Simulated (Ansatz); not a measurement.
**Energy of MoS2 along an even scaling of the cell**

System: MoS2 (3 atoms in the cell).
Method: Kohn-Sham DFT of a periodic cell, r2SCAN with rVV10, Ansatz PAW, no spin polarisation (Ansatz 0.2.0).

The 6 runs differ only in the geometry, by an even scaling of the cell at fixed fractional positions. The structure derives from a Materials Project entry.

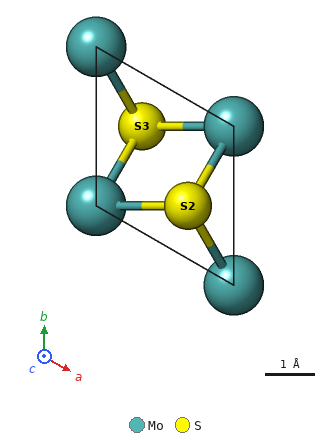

Figure 1. The structure of run 4 (ball-and-stick view of the cell of the calculation, along the c axis; atoms are numbered from 1 in the order of the input).

**Input of run 4**
```yaml
crystal:
  lattice:
    - [3.248839122, 0.0, 0.0]
    - [-1.624419561, 2.8135772124, 0.0]
    - [0.0, 0.0, 6.3542790981]
  atoms:
    - { symbol: Mo, position: [0.0, 0.0, 0.5] }
    - { symbol: S, position: [0.6666666667, 0.3333333333, 0.74468068] }
    - { symbol: S, position: [0.3333333333, 0.6666666667, 0.25531932] }
hamiltonian:
  xc: r2scan
  pseudopotentials: { kind: paw }
  dispersion: rvv10
kpoints:
  mp_grid: { grid: [9, 9, 4] }
scf:
  occupations: { method: fermi_dirac, width: 0.05 }
output:
  forces: true
  stress: true
  eigenvalues: true
```

Command:
```bash
ansatz run input.yaml --threads 2 --pin off --max-ram 5120MiB --backend cpu --events-out ev --progress --plain --runs-dir out
```

Run 2 differs from it as follows:
```diff
-    - [3.248839122, 0.0, 0.0]
-    - [-1.624419561, 2.8135772124, 0.0]
-    - [0.0, 0.0, 6.3542790981]
+    - [3.1838448285, 0.0, 0.0]
+    - [-1.5919224143, 2.7572905031, 0.0]
+    - [0.0, 0.0, 6.2271592669]
```

**Results, with one run withheld**

| run | volume per atom (Å³) | free energy per atom, from the lowest run given (meV) | pressure (GPa) |
| --- | --- | --- | --- |
| 1 | 17.843 | 24.31 | 8.49 |
| 2 | 18.222 | ? | ? |
| 3 | 18.982 | 0.00 | −1.13 |
| 4 | 19.361 | 5.77 | −3.70 |
| 5 | 19.741 | 17.32 | −6.00 |
| 6 | 20.120 | 34.04 | −8.07 |

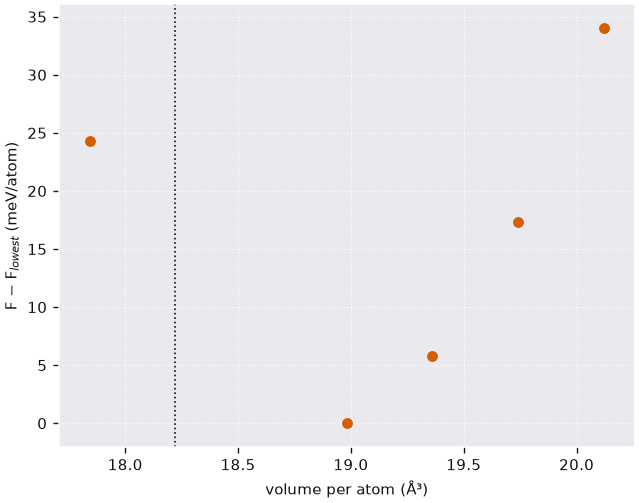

Figure 2. Free energy per atom of the runs given; the dotted line marks run 2.

What should run 2 give?

A cubic polynomial in V^(−2/3) (the Birch–Murnaghan form), fitted to the 5 runs given, misses them by at most 0.01 meV per atom. With x = V^(−2/3) − 0.13955 Å⁻², it reads F = 2.2945 − 3245 x + 9.2503e+05 x² + 1.1249e+06 x³ (meV per atom). At run 2 it gives 8.51 meV per atom, and the run itself gives 8.49. The slope of the fit gives a pressure −dF/dV of 4.93 GPa there, and the run prints 4.93 GPa. The fit has its minimum at 18.828 Å³ per atom, where V d²F/dV² gives 141 GPa. Cell shape and fractional positions are held, so this is the stiffness under even scaling; the relaxed bulk modulus wasn't computed and can be far lower in a crystal of layers, chains or molecules like this one.

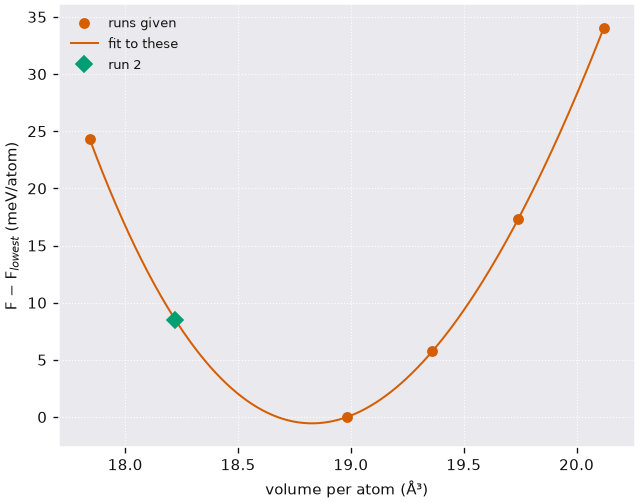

Figure 3. The fit and the withheld run.

**Output, shortened to warnings, some set-up lines, iterations and results (run 2)**
```
Basis set: ecut = 500 eV, 1373 PW (Γ), exchange–correlation on 108×108×216 points (64 copies of the dense FFT grid, shifted against one another)
Symmetry: 12 space group operations
k-points: 43 of 324
Initial density: superposition of atomic densities (neutral atoms: chi_scale 0, normalization atom), corrected by the library's trained network
[...]
SCF iter   1: F=—  HF=-6778.672188 eV  |F-HF|=—  |Δ(HF+E_count)|=         —  Δρ=1.16e-2  dr2=1.57e-1  dr2_τ=5.03e-2  ethr=1.77e-3  ⟨swp⟩=6.1  Hψ=4056  notcnv=0
SCF iter   2: F=—  HF=-6778.692599 eV  |F-HF|=—  |Δ(HF+E_count)|=   2.04e-2  Δρ=7.18e-3  dr2=7.93e-2  dr2_τ=1.18e-2  ethr=6.04e-4  ⟨swp⟩=3.4  Hψ=1727  notcnv=0
SCF iter   3: F=—  HF=-6778.681292 eV  |F-HF|=—  |Δ(HF+E_count)|=   1.13e-2  Δρ=1.03e-3  dr2=1.22e-3  dr2_τ=3.99e-5  ethr=3.05e-4  ⟨swp⟩=2.0  Hψ=1102  notcnv=0
SCF iter   4: F=—  HF=-6778.681385 eV  |F-HF|=—  |Δ(HF+E_count)|=   9.30e-5  Δρ=3.36e-4  dr2=5.58e-5  dr2_τ=8.81e-6  ethr=4.69e-6  ⟨swp⟩=2.0  Hψ=1037  notcnv=0
SCF iter   5: F=—  HF=-6778.681400 eV  |F-HF|=—  |Δ(HF+E_count)|=   1.48e-5  Δρ=8.58e-5  dr2=4.07e-6  dr2_τ=7.25e-7  ethr=2.15e-7  ⟨swp⟩=2.2  Hψ=1212  notcnv=0
SCF iter   6: F=—  HF=-6778.681400 eV  |F-HF|=—  |Δ(HF+E_count)|=   6.74e-8  Δρ=2.01e-5  dr2=1.46e-7  dr2_τ=1.29e-8  ethr=1.57e-8  ⟨swp⟩=2.0  Hψ=1111  notcnv=0
SCF iter   7: F=-6778.681401 eV  HF=-6778.681401 eV  |F-HF|=1.12e-8  |Δ(HF+E_count)|=   3.96e-7  Δρ=5.27e-6  dr2=1.67e-8  dr2_τ=6.44e-10  ethr=3.85e-10  ⟨swp⟩=6.0  Hψ=3445  …
SCF 1 converged in 7 iterations: F = -6778.681401 eV  dr2 = 1.67e-8
SCF converged after 7 iterations
Free energy (F): -6778.681401 eV
Harris-Foulkes:  -6778.681401 eV  (|F-HF|=1.12e-8)
Internal energy: -6778.673229 eV  (E = F + TS)
E sigma→0 (E₀):  -6778.677315 eV
Entropy (-TS):   -0.008172 eV (-2.724 meV/atom)
Fermi energy:    10.684204 eV
--- Per-component energies (eV) ---
  E_band       = -185.076185
  E_kinetic    = 656.242333
  E_local      = -2059.496917  (includes V_loc(G=0)·N_el)
  E_nonlocal   = 198.880630
  E_hartree    = 796.969688
  E_xc         = -360.228896
  E_vxc        = -446.039218  (∫ρ·V_xc dr)
  E_paw        = -4436.037462  (= ΣΔE_a)
  E_vpaw       = -154.413417  (= ΣTr[D̂ρ^β])
  E_aug_tail   = 0.000006  (compensation charges beyond the density's cutoff)
  E_vtau       = 25.816624  (kinetic-family band-sum trace: ∫τ·v_τ [+ j·A + Jᵃ·Aᵃ] dr)
  E_ewald      = -1574.561874
  E_core_change = -0.440737  (= ΣΔE_core)
  E_smearing   = -0.008172  (= −TS)
  E_closure    = 0.000000  (closes the sum)
  Σ components = -6778.681401   (vs F -6778.681401, Δ=0.00e0)
--- Forces (eV/Å), atoms counted from 1 ---
  atom   1  Mo     0.00000000     0.00000000     0.00000000
  atom   2  S     -0.00000000     0.00000000     0.83453833
  atom   3  S      0.00000000    -0.00000000    -0.83453833
  max |Σ_I F_I| component: 3.47e-18 eV/Å
--- Stress (GPa, compression-positive) ---
        4.449016      -0.000000       0.000000
       -0.000000       4.449016       0.000000
       -0.000000       0.000000       5.889353
  P = ⅓ Tr σ = 4.9291 GPa (49.291 kbar)
```
